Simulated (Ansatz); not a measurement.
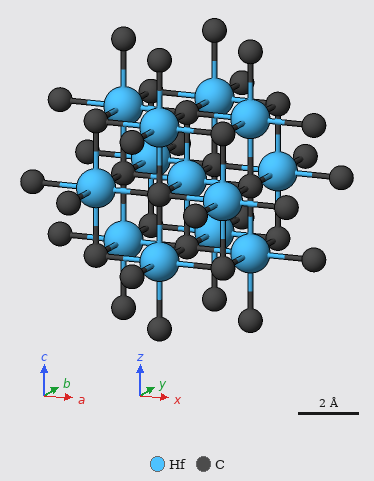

Energy scan for solid HfC (Fm-3m), in which the ratio of the cell's length along [111] to its lengths across, counted as 1 for the reference, is changed at fixed volume (a trigonal path), with the atoms kept at their fractional coordinates. x, y and z are the Cartesian axes of the input. The picture shows the reference cell. A ball-and-stick model of the conventional cell (4 times the calculation's cell), seen slightly off an axis. Lengths and directions refer to the drawn axes.

Method: DFT PBEsol, scalar-relativistic, plane waves, PAW in Ansatz 0.2.0. Set-up: plane-wave cutoff 420 eV; k-point mesh 20 × 20 × 20; occupations gaussian; smearing width 0.15 eV; no spin polarisation. Energies (free energies at the smearing named) are counted from the cell as listed in its source, which wasn't relaxed.

```xyz
2
Lattice="0.0000 2.3250 2.3250 2.3250 0.0000 2.3250 2.3250 2.3250 0.0000" Properties=species:S:1:pos:R:3 pbc="T T T"
Hf    2.3250    2.3250    2.3250
C     0.0000    0.0000    0.0000
```

Question: Give the energy at each point (the relative ratio: 0.50, 0.71, 1.00, 1.41, 2.00).

Answer:
| axial ratio over its reference value | energy change (meV/atom) |
| --- | --- |
| 0.50 | 1360 |
| 0.71 | 664 |
| 1.00 | 0 |
| 1.41 | 1091 |
| 2.00 | 2788 |

Of the computed points the lowest is at the relative ratio 1.00, 0 meV/atom. The end points stand at 1360 meV/atom (0.50) and 2788 meV/atom (2.00). The unrelaxed reference is under a pressure of −6.5 GPa. The distortion takes the space group from Fm-3m to R-3m, except for Pm-3m at 0.50. At the relative ratio 2.00 the cell of the drawing goes a 4.650 → 5.219 Å, b 4.650 → 5.219 Å, c 4.650 → 5.219 Å, α 90.0° → 60.0°, β 90.0° → 60.0°, γ 90.0° → 60.0°.

As a plot:

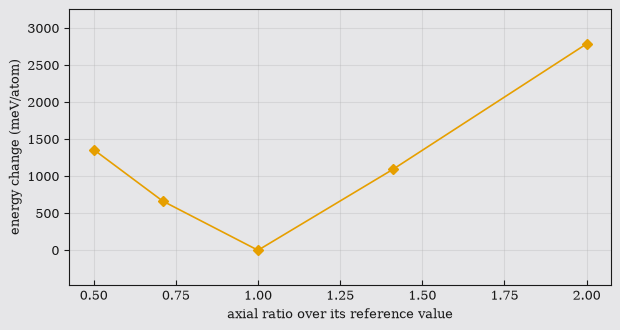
